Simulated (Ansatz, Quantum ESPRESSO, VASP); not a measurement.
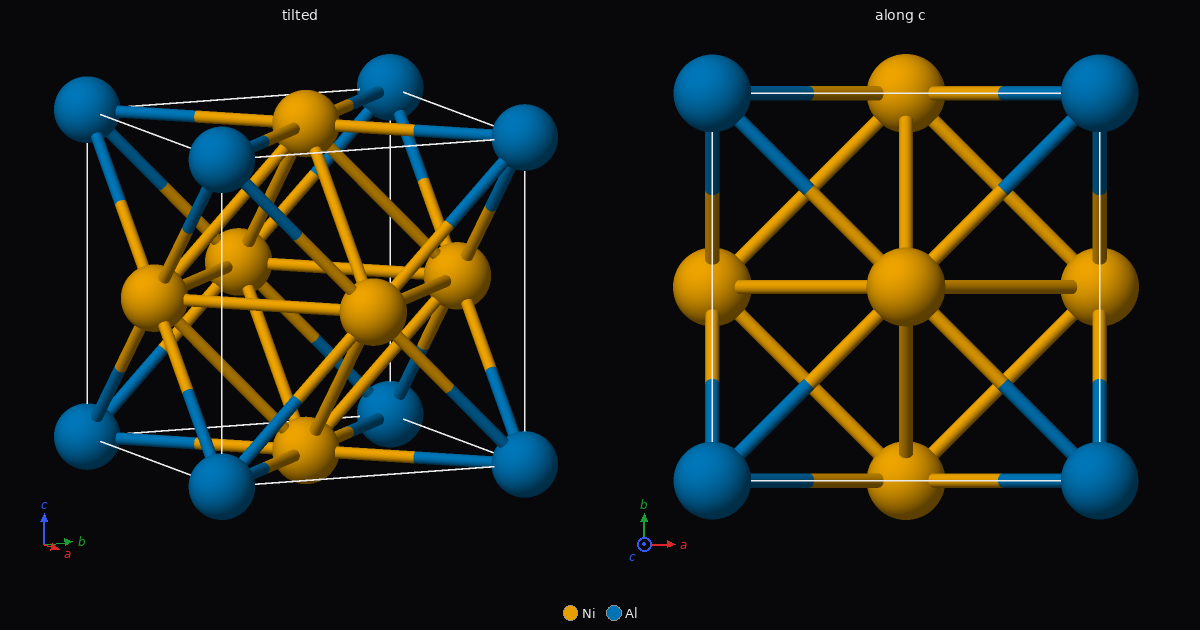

AlNi₃, Cu₃Au (L1₂) type, space group Pm-3m (No. 221), a = 3.523 Å, b = 3.523 Å, c = 3.523 Å, α = 90.00°, β = 90.00°, γ = 90.00° (10.93 Å³/atom). View slightly off an axis and along the c axis, drawn as a ball-and-stick model. Atoms at the boundary of the conventional unit cell (the box) are drawn once for each face, edge or corner they touch. The cell is a structure listed in the Materials Project.

The cell was scaled uniformly, at fixed shape and fractional positions, in three programs or potential sets. Alike in all runs: functional PBE; k mesh 8 × 8 × 8 on the run's cell of 4 atoms; occupations fermi-dirac, width 0.05 eV; collinear spin, ferromagnetic start; no spin-orbit coupling.

Energies from Quantum ESPRESSO (SSSP 1.3 efficiency):

| volume (Å³/atom) | E − E(lowest point) (meV/atom) |
| --- | --- |
| 10.276 | 70.17 |
| 10.495 | 42.94 |
| 10.713 | 23.01 |
| 10.932 | 9.66 |
| 11.151 | 2.18 |
| 11.369 | 0.00 |
| 11.588 | 2.55 |

What equilibrium volume and bulk modulus do these points give?

Answer. V0 = 11.36 Å³/atom (a0 = 3.568 Å), B0 = 182 GPa and B0′ = 4.6. V0 lies 3.9 % above the volume of the cell as given.

The same fit in all programs:

```tsv
program	V0 (Å³/atom)	a0 (Å)	B0 (GPa)	B0′
Quantum ESPRESSO (SSSP 1.3 efficiency)	11.36	3.568	182	4.6
Ansatz (Ansatz PAW soft_1)	11.35	3.567	181	4.5
VASP (PBE potentials, release 64 Ni, Al)	?	?	?	?
```

Estimate the row of VASP (PBE potentials, release 64 Ni, Al).

Answer. V0 = 11.35 Å³/atom, a0 = 3.567 Å, B0 = 179 GPa and B0′ = 4.6. The other rows span 11.35 to 11.36 Å³/atom and 181 to 182 GPa.

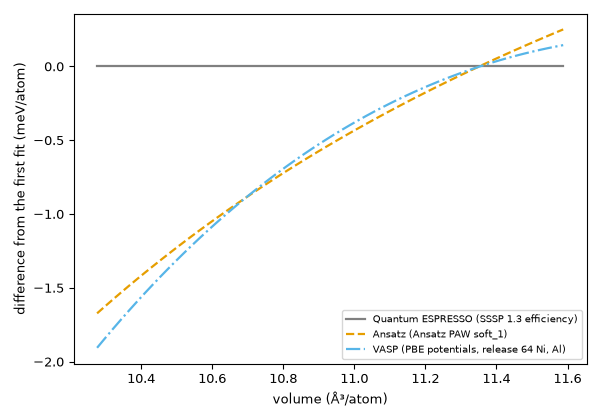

Each fitted curve, counted from its own minimum, less that of Quantum ESPRESSO (SSSP 1.3 efficiency). With one functional throughout, the spread comes from potentials, basis sets and numerical settings; B0′ is uncertain by a few tenths over so narrow a range. Each run keeps the magnetic state that it reached from a ferromagnetic start.
